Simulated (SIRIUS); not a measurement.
System: Nb (space group Im-3m).

Method: plane-wave DFT, no spin polarisation; energies at scaled volumes of the given cell, shape and fractions fixed, counted from the fit's minimum, third-order Birch-Murnaghan fit (SIRIUS 7.10.0). All runs: no spin polarisation.

occupations Fermi–Dirac; smearing width 0.05 eV; wave cutoff 1127 eV; density cutoff 4507 eV.

Settings that differ: PBEsol: k mesh 11×11×11, potentials dojo-sr-pbesol-0.4.1-standard; PBE: k mesh 9×9×9, potentials dojo-sr-pbe-0.4.1-standard.

What does the calculation give for the energy against volume, with one curve for each functional? The cases: PBEsol; PBE.

The fitted equilibrium volumes, smallest first, are PBEsol 17.609, PBE 18.122 Å³/atom. The fitted bulk moduli, smallest first, are PBE 170.6, PBEsol 181.3 GPa.

PBEsol:
```tsv
volume (Å³/atom)	energy (meV/atom)
17.32	3
17.69	0
18.06	6
18.43	20
18.80	41
19.17	69
19.53	102
```

PBE:
```tsv
volume (Å³/atom)	energy (meV/atom)
17.32	20.11
17.69	5.64
18.06	0.12
18.43	2.70
18.80	12.65
19.17	29.35
19.53	52.19
```

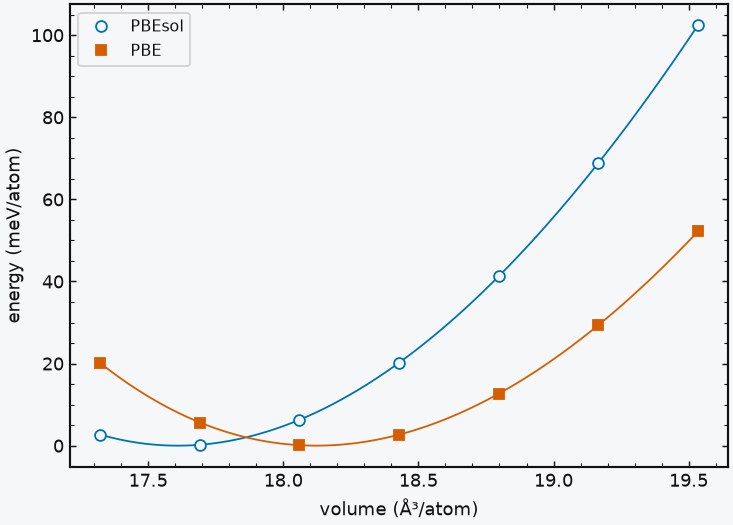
